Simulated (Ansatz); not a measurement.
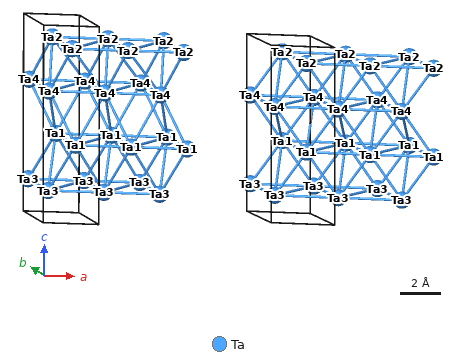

Two geometries of a crystal of Ta (set up in P1), drawn at one scale. One is the start of a relaxation, the other its converged end. A ball-and-stick model of the cell of the calculation, repeated 3 × 2 × 1 with one cell outlined, seen slightly off an axis.

These are results of DFT LDA, scalar-relativistic, plane waves, PAW in Ansatz, not measurements. (plane-wave cutoff 420 eV; k-point mesh 12 × 12 × 4; occupations gaussian; smearing width 0.15 eV; no spin polarisation; cell and atoms relaxed; force threshold 0.01 eV/Å; at most 80 steps)

### Which geometry has the lower energy?

The right one is the relaxed one. Case: all atoms moved at random, sigma 0.1 Å for each component, cell strained at random, sigma 0.01; relaxed back. Ta2 moves most relative to the cell: 0.44 Å roughly along [2 3 0]. The drawn cell changes as follows: a 2.854 → 3.253 Å (+14.0 %), b 2.807 → 2.812 Å (+0.2 %), c 10.263 → 9.210 Å (−10.3 %), α 90.4° → 90.0°, β 89.6° → 90.0°, γ 120.1° → 125.3°; the volume changes by −3.4 %. Among the contacts that change: Ta2–Ta3 4.203 → 3.250 Å, Ta2–Ta4 4.069 → 3.250 Å, Ta1–Ta3 4.059 → 3.250 Å, Ta1–Ta4 4.047 → 3.250 Å. New bonds form: Ta1–Ta4 (4.05 → 3.25 Å). The space group (tolerance 0.01 Å) goes from P1 (No. 1) to Fmmm (No. 69). The energy falls by 1.296 eV per cell of the calculation in 9 accepted moves (11 points after the start). The largest force component goes from 1.4 to 0.00055 eV/Å. The pressure goes from −0.65 to 0.01 GPa. The line search rejected the trial step at point 1 of the run. The SCF was repeated once at an unchanged geometry on a basis and grid sized afresh for the cell, which shifted the energy by 3.0 meV per cell of the calculation at most. The run took 2.9 min on 1 thread of AMD EPYC 9R45 96-Core Processor (Zen 5), on a shared host, peak memory 0.79 GiB.
